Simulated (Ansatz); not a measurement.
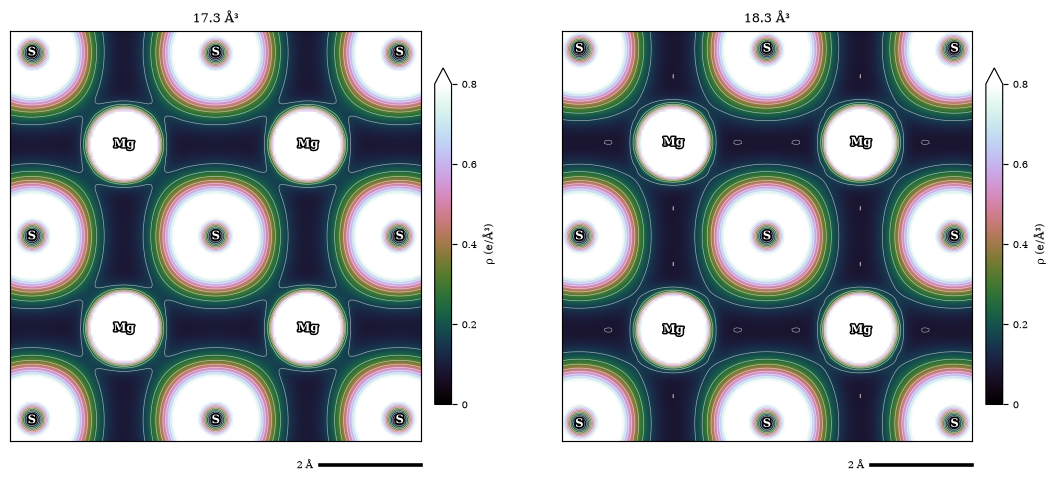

MgS. The valence charge density (pseudo) of cells scaled evenly to different volumes (given per atom above each panel), on the (110) plane of each (indices in the axes of the cell below), at one length scale and on one colour scale.

The calculation used Kohn-Sham DFT of a periodic cell, PBE0, Ansatz PAW (Ansatz).

The density is the valence pseudo-density of a PAW calculation; it isn't the true density close to the nuclei.

The largest cell:

```
S Mg
1.0
     0.00000    2.63589    2.63589
     2.63589    0.00000    2.63589
     2.63589    2.63589    0.00000
S Mg
1 1
Direct
  0.50000 0.50000 0.50000
  0.00000 0.00000 0.00000
```

| volume (Å³/atom) | Mg–S contact in the plane (Å) | ρ at its midpoint (e/Å³) | pressure (GPa) | gap on the mesh (eV) | 
| --- | --- | --- | --- | --- |
| 17.26 | 2.584 | 0.281 | 1.3 | 4.58 | 
| 17.96 | 2.619 | ? | ? | ? | 
| 18.31 | 2.636 | 0.259 | −3.2 | 4.43 | 

> Estimate the missing row, and compare with the calculation.

Over the known rows ln ρ falls by 1.57 per Å of Mg–S distance (the line through the two), which gives 0.266 e/Å³ at 2.619 Å; the calculation gives 0.266 e/Å³. For the pressure, a straight line in volume between the neighbouring rows gives −1.7 GPa; the calculation gives −1.9. For the gap on the mesh, a straight line in volume between the neighbouring rows gives 4.48 eV; the calculation gives 4.48.
